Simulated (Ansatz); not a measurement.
MgS

The calculation's input:

```
crystal:
  lattice:
    - [-0.0260165, 2.58864175, 2.58864175]
    - [2.58864175, -0.0260165, 2.58864175]
    - [2.58864175, 2.58864175, -0.0260165]
  atoms:
    - { symbol: Mg, position: [0.0, 0.0, 0.0] }
    - { symbol: S, position: [0.5, 0.5, 0.5] }
kpoints:
  mp_grid: { grid: [8, 8, 8] }
scf:
  occupations: { method: fermi_dirac, width: 0.01 }
hamiltonian:
  xc: pbe
  pseudopotentials: { kind: paw }
output:
  forces: true
  stress: true
  eigenvalues: true
  efg: { contact_densities: true }
  write_density: true
  write_potential: true
  elf: true
  volumetric_format: npy
```

Run with:

```sh
ansatz run input.yaml --threads 1 --pin off --max-ram 3072MiB --backend cpu --events-out ev --progress --plain --runs-dir out
```

Below, planes, directions and counts refer to the conventional cell (a = 3.70 Å, b = 3.70 Å, c = 8.92 Å, α = 90.00°, β = 90.00°, γ = 120.00°).

Space group R-3m; changed on purpose from its base cell (equal xy, yz and zx shear strains of -1 %, PAW files).

Computed with DFT, PBE, PAW with Ansatz's default frozen-core files, scalar-relativistic (Ansatz).

Core electrons are frozen (PAW), and the valence fields are smoothed inside the atomic spheres.

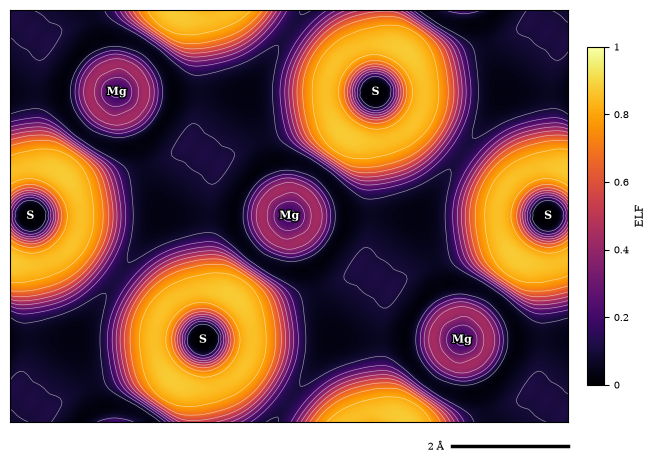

Figure 1. ELF on the (110) plane of the conventional cell.

### Describe what can be read from this map.

The plane passes through Mg and S nuclei.
Mg–S (2.60 Å): the ELF peaks at about 0.90 in the valence shell of S, 0.9 Å from its nucleus, and falls to about 0.05 next to Mg (a closed-shell, largely ionic contact).

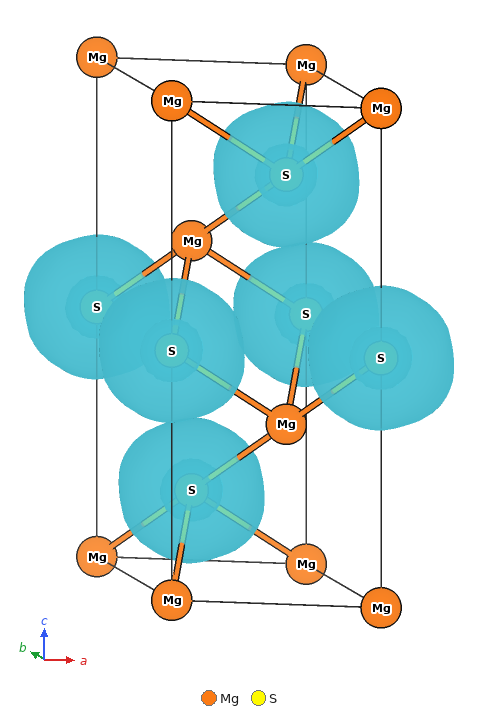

Figure 2. Isosurface of the ELF at 0.7 (cyan), seen slightly off an axis. Only the valence region is drawn (cores and ρ < 0.01 e/Å³ removed). Sticks mark near contacts.

### What do the ELF domains correspond to?

The surface consists of three regions wrapped around S (the valence shell of each), counted in one cell of 6 atoms. Any copies at cell faces, edges or corners count once.

### Does the calculation make it a metal, or give it a gap?

It is gapped, with a Kohn–Sham gap of 2.7 eV on the k-point mesh (the band edges may lie off the mesh, which would make the gap smaller).
